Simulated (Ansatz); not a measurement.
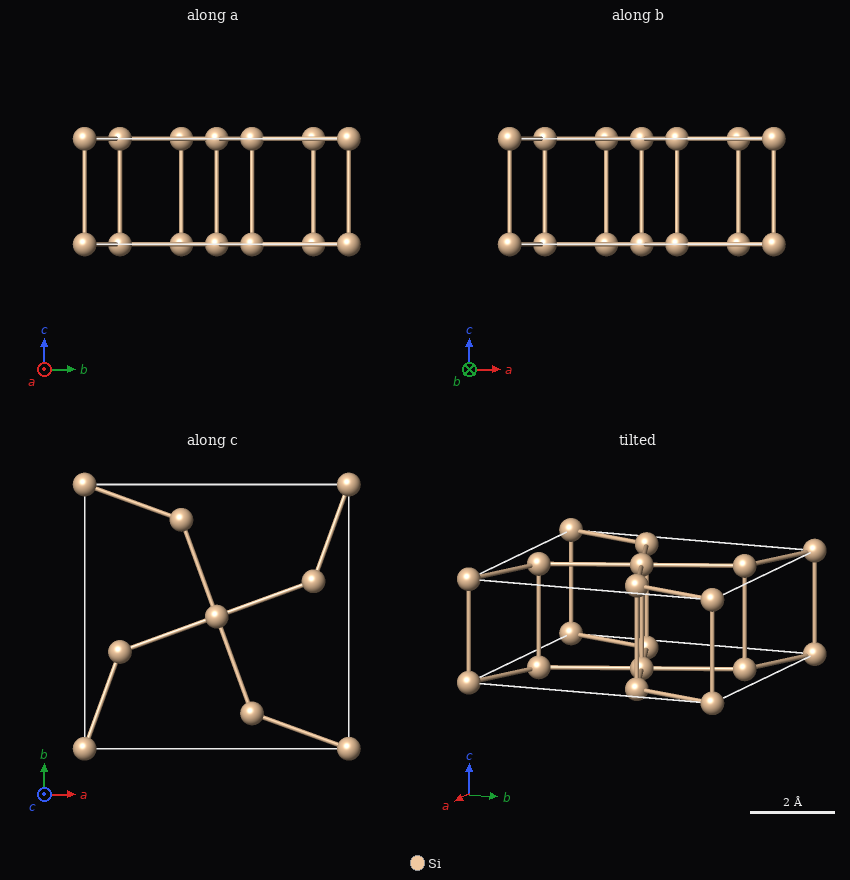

The figure gives a ball-and-stick picture of the atoms, viewed along the a axis, along the b axis, along the c axis and slightly off an axis. One conventional unit cell is framed, with atoms on its boundary repeated.

Lattice parameters: a = 6.360 Å, b = 6.360 Å, c = 2.543 Å, α = 90.00°, β = 90.00°, γ = 90.00°.

Set out the cell and atoms as a table of Wyckoff sites, with free fractional coordinates to two decimals.

Answer. Space group P4/mbm (No. 127).
| atom | site | x | y | z |
| --- | --- | --- | --- | --- |
| Si | 4g | 0.13 | 0.37 | 0.00 |
| Si | 2a | 0.00 | 0.00 | 0.00 |

The structure comes from a structure type filled with this element by a generator (whether the element takes this form wasn't checked). The geometry was optimised with Ansatz 0.2.0, DFT PBE, scalar-relativistic, plane waves, PAW.
